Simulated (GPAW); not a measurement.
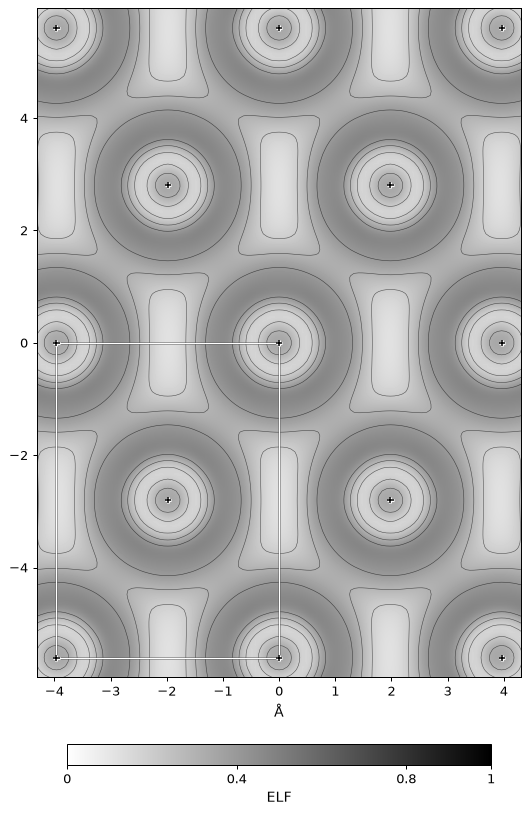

The ELF on a plane through atoms (crosses mark nuclei in the plane).

Computed with Kohn-Sham DFT of a periodic cell, PBE, GPAW PAW data sets (gpaw-data 1.2.1) (GPAW).

Candidates:
A. TaS₂, a = 3.35 Å, b = 3.35 Å, c = 5.86 Å, α = 90.00°, β = 90.00°, γ = 120.00°. Space group P-3m1; not relaxed (largest force 1.3 eV/Å); computed pressure about 9 GPa in this cell.
B. Bi, a = 3.96 Å, b = 3.96 Å, c = 3.96 Å, α = 90.00°, β = 90.00°, γ = 90.00°. Space group Im-3m; a structure from a database of computed crystals, not necessarily the ambient phase.
C. CdS, a = 5.83 Å, b = 5.83 Å, c = 5.83 Å, α = 90.00°, β = 90.00°, γ = 90.00°. Space group F-43m; computed pressure about 3 GPa in this cell.

### Which candidate gave the map?

Candidate B: Bi on the (101) plane of the conventional cell, which holds Bi. Bi–Bi (3.43 Å): the ELF is about 0.30 at the midpoint.
